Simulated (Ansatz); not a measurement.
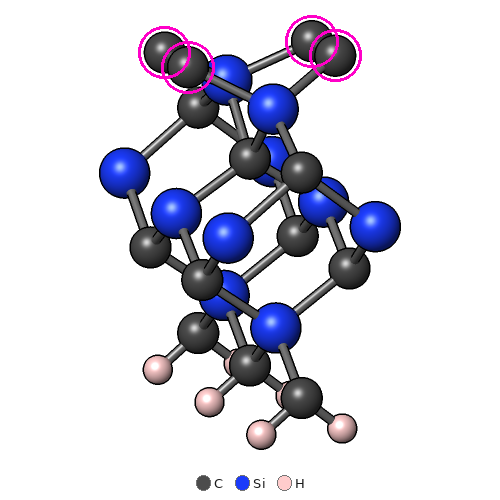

The system is a SiC(100) slab cut from the F-43m phase, its lower face capped with 4 H atoms (18 atoms in the cell); the picture shows the reference structure. Two atoms of the surface dimers are held at set heights. First axis: height of C13 above its place in the flat dimer. Second axis: height of C14 above its place in the flat dimer. Relaxed at each point: all atoms of the upper layers, but for the two heights. The grid has 7 × 7 points; 28 points were computed and 21 follow by symmetry. Points are written as (first, second). Energies: eV, counted from the lowest grid point. The calculation used DFT PBEsol, scalar-relativistic, plane waves, PAW (Ansatz 0.2.0). Settings: cutoff 420 eV, k-mesh 4×8×1, gaussian smearing 0.05 eV, no spin polarisation.

Its coordinates:

```yaml
crystal:
  lattice:
    - [6.16124, 0.00000, 0.00000]
    - [0.00000, 3.08062, 0.00000]
    - [0.00000, 0.00000, 20.03739]
  atoms:
    - { symbol: C, position: [0.50000, 0.50000, 0.23219] }
    - { symbol: C, position: [0.00000, 0.50000, 0.23219] }
    - { symbol: Si, position: [0.25000, 0.50000, 0.28654] }
    - { symbol: Si, position: [0.75000, 0.50000, 0.28654] }
    - { symbol: C, position: [0.75000, 0.00000, 0.34090] }
    - { symbol: C, position: [0.25000, 0.00000, 0.34090] }
    - { symbol: Si, position: [0.50000, 0.00000, 0.39157] }
    - { symbol: Si, position: [0.00000, 0.00000, 0.39958] }
    - { symbol: C, position: [0.00000, 0.50000, 0.45992] }
    - { symbol: C, position: [0.50000, 0.50000, 0.44122] }
    - { symbol: Si, position: [0.72347, 0.50000, 0.50597] }
    - { symbol: Si, position: [0.27653, 0.50000, 0.50597] }
    - { symbol: C, position: [0.38787, 0.00000, 0.54680] }
    - { symbol: C, position: [0.61213, 0.00000, 0.54680] }
    - { symbol: H, position: [0.50000, 0.22490, 0.19836] }
    - { symbol: H, position: [0.50000, 0.77510, 0.19836] }
    - { symbol: H, position: [0.00000, 0.77473, 0.19824] }
    - { symbol: H, position: [0.00000, 0.22527, 0.19824] }
```

Range: height of C13 above its place in the flat dimer from −0.431 to 0.417 Å; height of C14 above its place in the flat dimer from −0.431 to 0.417 Å.

### What landscape does the calculation give?

The lowest grid point is at (0.000 Å, 0.000 Å). It is the only kind of minimum in the scanned range. The highest grid point, (−0.431 Å, 0.417 Å), lies 2.10 eV above the lowest. Round the minimum the valley is somewhat tilted: raising the first coordinate shifts the best value of the second coordinate upwards (coupling k₁₂/√(k₁₁k₂₂) about −0.4).

```csv
"second ↓, first →",−0.431,−0.292,−0.146,0.000,0.139,0.278,0.417
0.417,2.10,1.46,0.96,0.64,0.49,0.50,0.66
0.278,1.50,0.94,0.53,0.29,0.22,0.29,0.50
0.139,1.04,0.56,0.23,0.08,0.08,0.22,0.49
0.000,0.74,0.34,0.08,0.00,0.08,0.29,0.64
−0.146,0.59,0.27,0.09,0.08,0.23,0.53,0.96
−0.292,0.62,0.36,0.27,0.34,0.56,0.94,1.46
−0.431,0.80,0.62,0.59,0.74,1.04,1.50,2.10
```

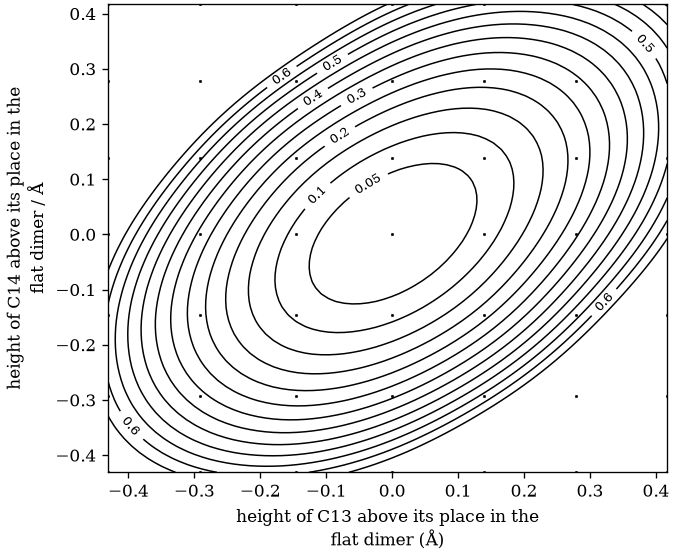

In the figure: contour lines labelled in eV (none above 0.65), dots at the grid points. Between grid points the surface is interpolated.

The whole map (28 points run) took 15 min on 4 threads of Arm Neoverse V2 (shared host).
